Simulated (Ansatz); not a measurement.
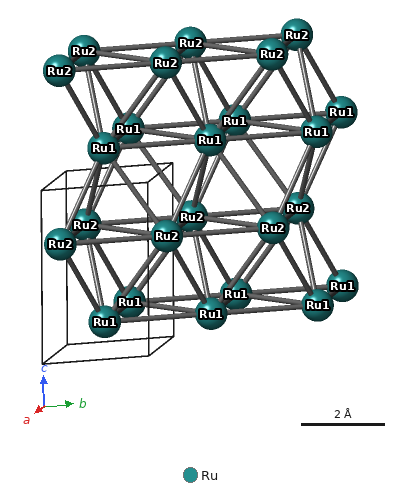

Figure 1. The structure (ball-and-stick view of the cell of the calculation, repeated 2 × 3 × 2, seen slightly off an axis; atoms are numbered from 1 in the order of the input).

## Two runs on Ru

System: Ru (P-1, 2 atoms in the cell).
Method of run A: DFT, PBE, all-electron LAPW, scalar-relativistic, no spin polarisation (Ansatz 0.2.0).

The structure derives from an entry of the Crystallography Open Database. Text and figures count atoms from 1; the logs count them from 0 in places.

The input, run A:
```yaml
crystal:
  lattice:
    - [2.7057993342, 0.04058699, 0.04058699]
    - [-1.3177503027, 2.322997466, 0.0148558694]
    - [0.0642285, 0.0642285, 4.2819]
  atoms:
    - { symbol: Ru, position: [0.3333333333, 0.6666666667, 0.25] }
    - { symbol: Ru, position: [0.6666666667, 0.3333333333, 0.75] }
kpoints:
  mp_grid: { grid: [14, 14, 8] }
  band_path:
    path:
      - [0.0, 0.0, 0.0]
      - [0.0, -0.5, 0.0]
      - [0.0, 0.0, 0.5]
      - [0.0, 0.0, 0.0]
      - [-0.5, 0.0, 0.0]
      - [-0.5, 0.5, -0.5]
      - [0.0, 0.0, 0.0]
      - [-0.5, 0.0, -0.5]
      - [-0.5, 0.5, 0.0]
    npoints: 5
scf:
  occupations: { method: fermi_dirac, width: 0.03 }
hamiltonian:
  xc: pbe
  pseudopotentials: { kind: all_electron, lapw: { basis_error: 0.0005 } }
output:
  forces: true
  stress: true
  eigenvalues: true
```

Launched with:
```bash
ansatz run input.yaml --threads 1 --pin off --max-ram 3072MiB --backend cpu --events-out ev --progress --plain --runs-dir out
```

Hardware: 1 thread of Intel Xeon (Sapphire Rapids), 64 GiB of memory available, shared host.

Output, shortened to warnings, some set-up lines, iterations and results (run A):
```
Basis set: ecut = 311.2032487514646 eV, 325 PW (Γ), exchange–correlation at level 2
Symmetry: 2 space group operations
k-points: 788 of 1568
Initial density: superposition of atomic densities (chi_scale 0.1, normalization cell)
[...]
SCF iter   1: F=—  HF=-246591.514328 eV  |F-HF|=—  |Δ(HF+E_count)|=         —  Δρ=5.33e-2  dr2=3.95e-1  ethr=6.15e-4  ⟨swp⟩=2.5  Hψ=188074  notcnv=0
SCF iter   2: F=—  HF=-246590.354168 eV  |F-HF|=—  |Δ(HF+E_count)|=    1.16e0  Δρ=1.37e-2  dr2=3.59e-2  ethr=5.60e-5  ⟨swp⟩=2.0  Hψ=159472  notcnv=0
SCF iter   3: F=—  HF=-246590.320854 eV  |F-HF|=—  |Δ(HF+E_count)|=   3.33e-2  Δρ=1.23e-2  dr2=3.00e-2  ethr=5.60e-5  ⟨swp⟩=2.0  Hψ=92050  notcnv=0
SCF iter   4: F=—  HF=-246590.317444 eV  |F-HF|=—  |Δ(HF+E_count)|=   3.41e-3  Δρ=5.86e-3  dr2=8.04e-3  ethr=4.69e-5  ⟨swp⟩=2.0  Hψ=79437  notcnv=0
SCF iter   5: F=—  HF=-246590.317144 eV  |F-HF|=—  |Δ(HF+E_count)|=   3.00e-4  Δρ=1.54e-3  dr2=6.49e-4  ethr=1.26e-5  ⟨swp⟩=2.0  Hψ=89148  notcnv=0
SCF iter   6: F=—  HF=-246590.317167 eV  |F-HF|=—  |Δ(HF+E_count)|=   2.35e-5  Δρ=2.75e-4  dr2=1.87e-5  ethr=1.01e-6  ⟨swp⟩=2.0  Hψ=89234  notcnv=0
SCF iter   7: F=—  HF=-246590.317164 eV  |F-HF|=—  |Δ(HF+E_count)|=   3.61e-6  Δρ=4.47e-5  dr2=5.40e-7  ethr=2.93e-8  ⟨swp⟩=2.0  Hψ=89233  notcnv=0
SCF iter   8: F=-246590.317164 eV  HF=-246590.317164 eV  |F-HF|=4.62e-8  |Δ(HF+E_count)|=   2.33e-7  Δρ=1.35e-5  dr2=5.14e-8  ethr=8.44e-10  ⟨swp⟩=2.0  Hψ=89233  notcnv=0
SCF 1 converged in 8 iterations: F = -246590.317164 eV  dr2 = 5.14e-8
NSCF: frozen V_eff on 41 k-points
SCF converged after 8 iterations
Free energy (F): -246590.317164 eV
Harris-Foulkes:  -246590.317164 eV  (|F-HF|=4.62e-8)
Internal energy: -246590.310778 eV  (E = F + TS)
E sigma→0 (E₀):  -246590.313971 eV
Entropy (-TS):   -0.006385 eV (-3.193 meV/atom)
Fermi energy:    25.782148 eV
--- Per-component energies (eV) ---
  E_band       = -9928.710013
  E_kinetic    = 256426.219738
  E_xc         = -7283.230772
  E_electrostatic = -495733.299745  (all electrons and nuclei)
  E_smearing   = -0.006385  (= −TS)
  E_closure    = 0.000000  (closes the sum)
  E_atoms      = -246571.887780  (free atoms, spherical and without spin; not in F)
  Σ components = -246590.317164   (vs F -246590.317164, Δ=0.00e0)
  Basis errors (estimates in eV, not in F): energy 1.1e-4 per atom: plane waves 1.0e-4 (5.3e-5 summed), levels above the bands 1.7e-176, relativity 3.5e-8, radial functions 1.3e-5, core shells 7.6e-8; eigenvalues (radial functions only) 8.2e-7; not estimated: angular momenta, meshes, grids; target …
--- Forces (eV/Å), atoms counted from 1 ---
  atom   1  Ru    -0.07236794    -0.00456900     0.03771568
  atom   2  Ru     0.07236794     0.00456900    -0.03771568
  max |Σ_I F_I| component: 0.00e0 eV/Å
--- Stress (GPa, compression-positive) ---
        5.791612      -5.887130      -5.637805
       -5.887130       5.797271      -5.675123
       -5.637805      -5.675123       4.380940
  P = ⅓ Tr σ = 5.3233 GPa (53.233 kbar)
```

For run B the input was changed thus:
```diff
-    - [2.7057993342, 0.04058699, 0.04058699]
-    - [-1.3177503027, 2.322997466, 0.0148558694]
-    - [0.0642285, 0.0642285, 4.2819]
+    - [2.7057993342, 0.0135289967, 0.0135289967]
+    - [-1.3411832123, 2.3365264627, 0.0049519565]
+    - [0.0214095, 0.0214095, 4.2819]
```

Predict how the results change.

With the same functional and potentials, run B lies 19.7 meV per atom lower. The pressure goes from 5.32 to 4.58 GPa. The largest force goes from 0.082 to 0.042 eV/Å. The number of SCF iterations is the same. The plane waves at Γ go from 325 to 313.

Output, shortened to warnings, some set-up lines, iterations and results (run B):
```
Basis set: ecut = 304.582099654035 eV, 313 PW (Γ), exchange–correlation at level 2
Symmetry: 2 space group operations
k-points: 788 of 1568
Initial density: superposition of atomic densities (chi_scale 0.1, normalization cell)
[...]
SCF iter   1: F=—  HF=-246591.561916 eV  |F-HF|=—  |Δ(HF+E_count)|=         —  Δρ=5.06e-2  dr2=3.47e-1  ethr=5.41e-4  ⟨swp⟩=2.5  Hψ=188501  notcnv=0
SCF iter   2: F=—  HF=-246590.396410 eV  |F-HF|=—  |Δ(HF+E_count)|=    1.17e0  Δρ=1.26e-2  dr2=2.96e-2  ethr=4.62e-5  ⟨swp⟩=2.0  Hψ=159658  notcnv=0
SCF iter   3: F=—  HF=-246590.360132 eV  |F-HF|=—  |Δ(HF+E_count)|=   3.63e-2  Δρ=1.15e-2  dr2=2.56e-2  ethr=4.62e-5  ⟨swp⟩=2.0  Hψ=92115  notcnv=0
SCF iter   4: F=—  HF=-246590.356517 eV  |F-HF|=—  |Δ(HF+E_count)|=   3.62e-3  Δρ=5.31e-3  dr2=6.63e-3  ethr=4.01e-5  ⟨swp⟩=2.0  Hψ=79863  notcnv=0
SCF iter   5: F=—  HF=-246590.356465 eV  |F-HF|=—  |Δ(HF+E_count)|=   5.18e-5  Δρ=1.42e-3  dr2=5.52e-4  ethr=1.04e-5  ⟨swp⟩=2.0  Hψ=89125  notcnv=0
SCF iter   6: F=—  HF=-246590.356491 eV  |F-HF|=—  |Δ(HF+E_count)|=   2.66e-5  Δρ=2.49e-4  dr2=1.47e-5  ethr=8.63e-7  ⟨swp⟩=2.0  Hψ=89217  notcnv=0
SCF iter   7: F=—  HF=-246590.356489 eV  |F-HF|=—  |Δ(HF+E_count)|=   2.94e-6  Δρ=4.57e-5  dr2=5.59e-7  ethr=2.29e-8  ⟨swp⟩=2.0  Hψ=89217  notcnv=0
SCF iter   8: F=-246590.356488 eV  HF=-246590.356488 eV  |F-HF|=6.49e-8  |Δ(HF+E_count)|=   2.26e-7  Δρ=1.52e-5  dr2=6.61e-8  ethr=8.74e-10  ⟨swp⟩=2.0  Hψ=89217  notcnv=0
SCF 1 converged in 8 iterations: F = -246590.356488 eV  dr2 = 6.61e-8
NSCF: frozen V_eff on 41 k-points
SCF converged after 8 iterations
Free energy (F): -246590.356488 eV
Harris-Foulkes:  -246590.356488 eV  (|F-HF|=6.49e-8)
Internal energy: -246590.349812 eV  (E = F + TS)
E sigma→0 (E₀):  -246590.353150 eV
Entropy (-TS):   -0.006676 eV (-3.338 meV/atom)
Fermi energy:    25.757955 eV
--- Per-component energies (eV) ---
  E_band       = -9929.937779
  E_kinetic    = 256425.896688
  E_xc         = -7283.179107
  E_electrostatic = -495733.067393  (all electrons and nuclei)
  E_smearing   = -0.006676  (= −TS)
  E_closure    = 0.000000  (closes the sum)
  E_atoms      = -246571.887780  (free atoms, spherical and without spin; not in F)
  Σ components = -246590.356488   (vs F -246590.356488, Δ=0.00e0)
  Basis errors (estimates in eV, not in F): energy 1.1e-4 per atom: plane waves 9.9e-5 (5.1e-5 summed), levels above the bands 2.2e-174, relativity 4.2e-8, radial functions 9.9e-6, core shells 5.5e-8; eigenvalues (radial functions only) 3.5e-7; not estimated: angular momenta, meshes, grids; target …
--- Forces (eV/Å), atoms counted from 1 ---
  atom   1  Ru    -0.04146600    -0.00138093     0.00465753
  atom   2  Ru     0.04146600     0.00138093    -0.00465753
  max |Σ_I F_I| component: 0.00e0 eV/Å
--- Stress (GPa, compression-positive) ---
        5.142288      -1.975449      -1.948363
       -1.975449       5.124879      -1.950783
       -1.948363      -1.950783       3.486551
  P = ⅓ Tr σ = 4.5846 GPa (45.846 kbar)
```

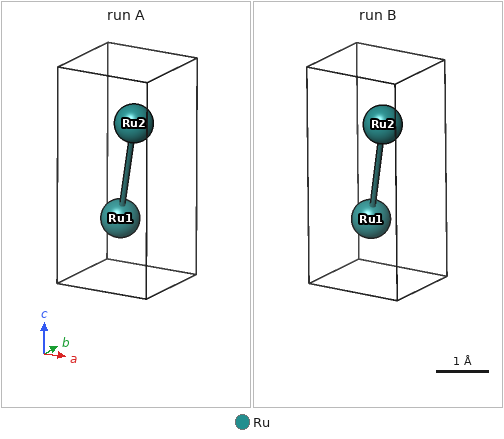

Figure 2. The two input geometries at one scale (ball-and-stick view of the cell of the calculation, seen slightly off an axis). No atom moves by more than 0.005 Å relative to the cell. Cell: a stays at 2.706 Å, b 2.671 → 2.694 Å (+0.9 %), c 4.283 → 4.282 Å (0.0 %), α 89.4° → 89.8°, β 88.3° → 89.4°, γ 118.7° → 119.6°. Volume +0.1 %. Among the contacts that change: Ru1–Ru2 2.714 → 2.672 Å, Ru1–Ru1 2.742 → 2.718 Å.

The two runs side by side:

```csv
quantity,run A,run B
outcome,converged,converged
free energy per atom (eV),−123295.1586,−123295.1782
"energy per atom, smearing taken to zero (eV)",−123295.1570,−123295.1766
pressure (GPa),5.32,4.58
volume per atom (Å³),13.57,13.57
largest force (eV/Å),0.082,0.042
SCF iterations,8,8
irreducible k-points,788,788
plane waves at Γ,325,313
wall time (shared host),3.2 min,3.2 min
```

For run A: The cell is under a pressure of 5.3 GPa at this level, so it is not at its equilibrium volume.
